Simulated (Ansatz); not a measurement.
Consider InSb.

The calculation's input:

```
crystal:
  lattice:
    - [0.0, 3.2391, 3.2391]
    - [3.2391, 0.0, 3.2391]
    - [3.2391, 3.2391, 0.0]
  atoms:
    - { symbol: In, position: [0.0, 0.0, 0.0] }
    - { symbol: Sb, position: [0.75, 0.75, 0.75] }
basis:
  ecutwfc: 500
kpoints:
  mp_grid: { grid: [10, 10, 10] }
hamiltonian:
  xc: r2scan
scf:
  occupations: { method: gaussian, width: 0.03 }
output:
  forces: true
  stress: true
  eigenvalues: true
  write_density: true
  write_potential: true
  elf: true
  volumetric_format: npy
```

Launched as:

```sh
ansatz run input.yaml --threads 1 --pin off --max-ram 2560MiB --backend cpu --events-out ev --progress --plain --runs-dir out
```

Below, planes, directions and counts refer to the conventional cell (a = 6.48 Å, b = 6.48 Å, c = 6.48 Å, α = 90.00°, β = 90.00°, γ = 90.00°).

Space group F-43m.

Theory: DFT r2SCAN, scalar-relativistic, plane waves, PAW (Ansatz).

Q: Predict the valence pseudo-density and electron localisation function between the atoms.

A: In–Sb (2.81 Å): ρ is about 0.37 e/Å³ halfway; the ELF peaks at about 0.70 between the atoms.

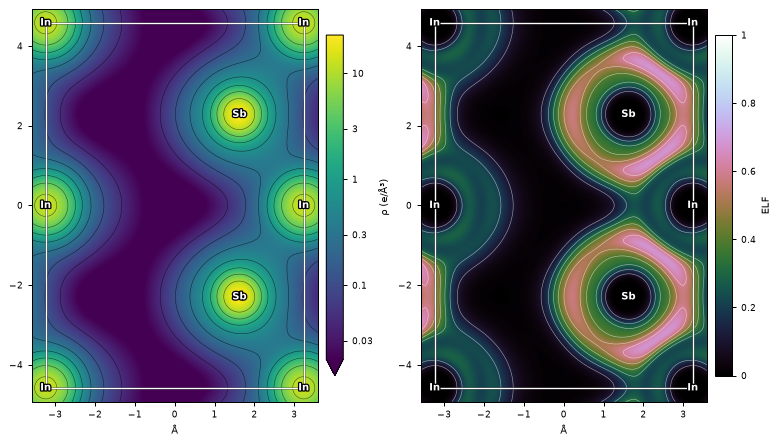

Computed valence pseudo-density and electron localisation function on the (011) plane of the conventional cell, in this order. 

Core electrons are frozen (PAW), and the valence fields are smoothed inside the atomic spheres.
